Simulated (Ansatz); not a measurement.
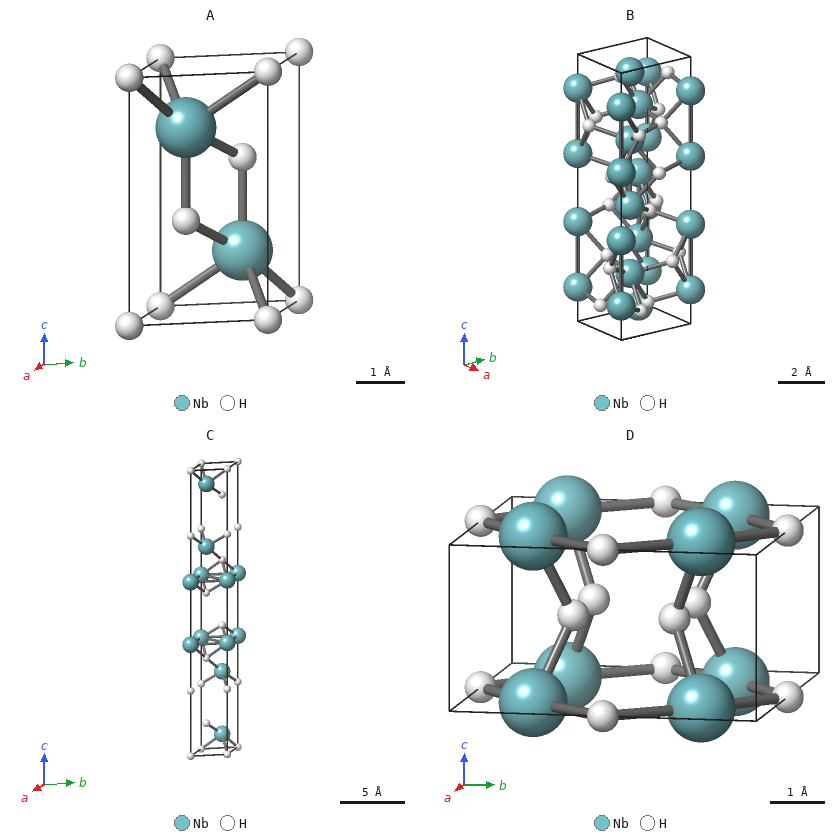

Four structures of Nb$_{2}$H$_{3}$, each relaxed to rest (conventional cells in solid outline, small ones repeated, each panel with its own scale). Method: DFT PBE, scalar-relativistic, plane waves, PAW (Ansatz 0.2.0), without spin polarisation.

Give the type and space group of each panel.

A: 5 atoms a cell on a primitive hexagonal lattice, P-3m1; B: 30 atoms a cell on a rhombohedral (trigonal R) lattice, R-3c; C: 15 atoms a cell on a rhombohedral (trigonal R) lattice, R-3m; D: 10 atoms a cell on a primitive tetragonal lattice, P4/mmm.

Rank them by energy, lowest first.

A, then B (+18 meV/atom), C (+146 meV/atom) and D (+542 meV/atom), energies at zero smearing.

Collect the results in a table.

| panel | structure | E − E(lowest) (meV/atom) | volume (Å³/atom) | gap (eV) |
| --- | --- | --- | --- | --- |
| A | P-3m1 | 0 | 8.8 | metal |
| B | R-3c | 18 | 8.9 | metal |
| C | R-3m | 146 | 11.4 | metal |
| D | P4/mmm | 542 | 10.9 | metal |

Some of these may be structure types tried for this composition rather than known phases, and the most stable form need not be among them. Gaps are taken on the k-mesh or band path of each run.
